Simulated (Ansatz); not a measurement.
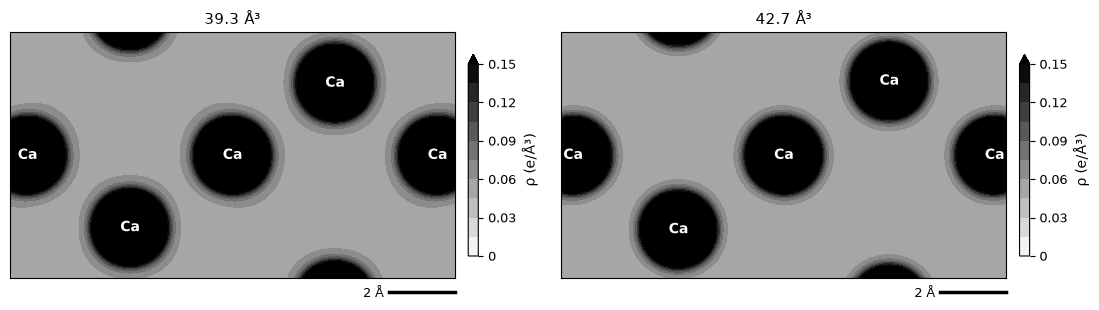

Ca. The valence electron density of cells scaled evenly to different volumes (given per atom above each panel), on the (110) plane of each (indices in the axes of the cell below), at one length scale and on one colour scale.

A generated structure, not necessarily the stable one.

All numbers below come from DFT, BLYP, plane waves (420 eV) with PAW, scalar-relativistic (Ansatz 0.2.0).

The largest cell:

```xyz
4
Lattice="3.9193 0.0000 0.0000 -1.9597 3.3942 0.0000 0.0000 0.0000 12.8438" Properties=species:S:1:pos:R:3 pbc="T T T"
Ca    0.0000    0.0000    0.0000
Ca    0.0000    0.0000    6.4219
Ca    0.0000    2.2628    3.2109
Ca    1.9597    1.1314    9.6328
```

| volume (Å³/atom) | Ca–Ca contact in the plane (Å) | ρ at its midpoint (e/Å³) | pressure (GPa) | 
| --- | --- | --- | --- |
| 39.30 | 3.820 | 0.056 | 1.5 | 
| 41.01 | 3.875 | ? | ? | 
| 42.72 | 3.928 | 0.051 | 0.0 | 

Q: Estimate the missing row, and compare with the calculation.

A: Over the known rows ln ρ falls by 0.87 per Å of Ca–Ca distance (the line through the two), which gives 0.053 e/Å³ at 3.875 Å; the calculation gives 0.053 e/Å³. For the pressure, a straight line in volume between the neighbouring rows gives 0.8 GPa; the calculation gives 0.7.
